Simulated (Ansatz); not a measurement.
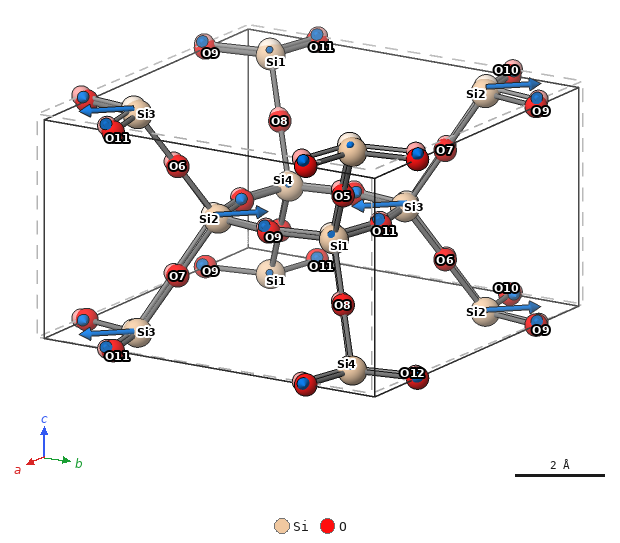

Crystalline SiO$_{2}$ (set up in I4/mmm), drawn pale, and a changed version of it, drawn solid. The blue arrows show how the atoms are displaced (without the part that the change of the cell carries along), magnified 50 times. A ball-and-stick model of the conventional cell (2 times the calculation's cell), seen from a free direction. Lengths and directions refer to the drawn axes.

Level of theory: DFT LDA, scalar-relativistic, plane waves, PAW (Ansatz 0.2.0). (plane-wave cutoff 420 eV; k-point mesh 6 × 6 × 6; occupations gaussian; smearing width 0.02 eV; no spin polarisation)

### Describe the change and its computed effect.

Biaxial strain in the a–b plane, −2.0 %, is applied. The c axis and the atoms are relaxed. Energy change: +8.3 meV per atom. The pressure goes from 0.0 to 2.6 GPa. The principal stresses (compression positive) are 4.4 GPa along c, 3.3 GPa along [1 −1 0], none along the third axis. The drawn cell changes as follows: a = b 8.911 → 8.932 Å (+0.2 %), c 5.215 → 5.110 Å (−2.0 %), γ 90.0° → 87.5°; the volume changes by −1.6 %. The largest moves relative to the cell, 0.026 Å, are those of Si2 and Si3. Si2 goes along [−1 1 0]. Largest moves by element: Si 0.026 Å, O 0.008 Å. Some distances before and after: O–Si 1.599 → 1.579 to 1.598 Å. The space group (tolerance 0.01 Å) goes from I4/mmm (No. 139) to Fmmm (No. 69).
